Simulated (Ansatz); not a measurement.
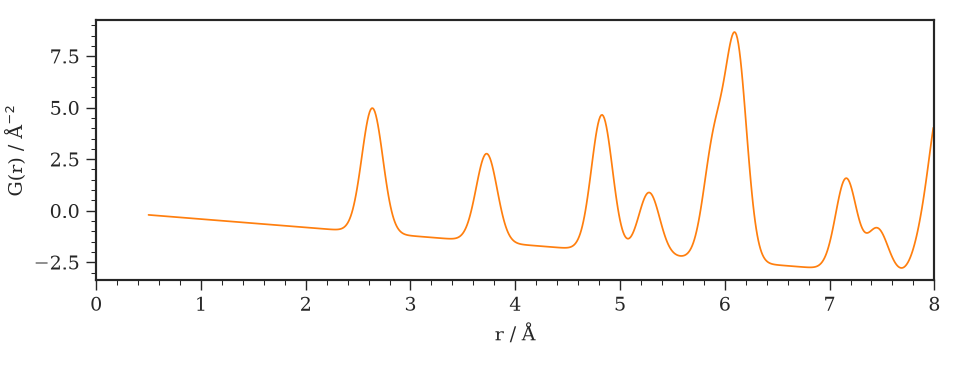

Simulated X-ray pair distribution function, G(r) = R(r)/r − 4πρ₀r, summed over the atomic distances of the structure with each pair weighted by the product of the atomic numbers (X-ray weights at Q = 0); every distance is a Gaussian of σ = 0.10 Å. There is no Q-range truncation.

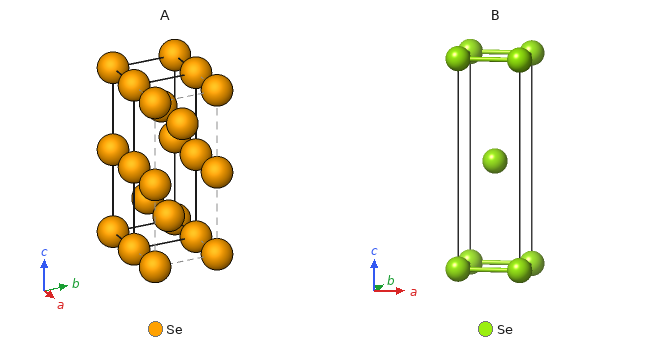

Candidate structures:

A. Se, a = 3.756 Å, b = 3.756 Å, c = 7.300 Å, α = 90.00°, β = 90.00°, γ = 120.00°, P6_3/mmc

B. Se, a = 2.638 Å, b = 2.638 Å, c = 8.918 Å, α = 90.00°, β = 90.00°, γ = 90.00°, I4/mmm

Origins: A, coordinates from a relaxation with DFT r2SCAN, scalar-relativistic, plane waves, PAW in Ansatz; the starting structure was generated, so it need not be a known form of this composition; B, the geometry relaxed with DFT PBE, scalar-relativistic, plane waves, PAW in Ansatz; the starting structure was generated, so it need not be a known form of this composition.

Question: Which candidate gives this PDF?

Answer: Candidate B, Se, I4/mmm (first clear peaks at 2.64 Å (Se–Se) and 3.73 Å (Se–Se)). A would give first clear peaks at 2.83 Å (Se–Se) and 3.75 Å (Se–Se).
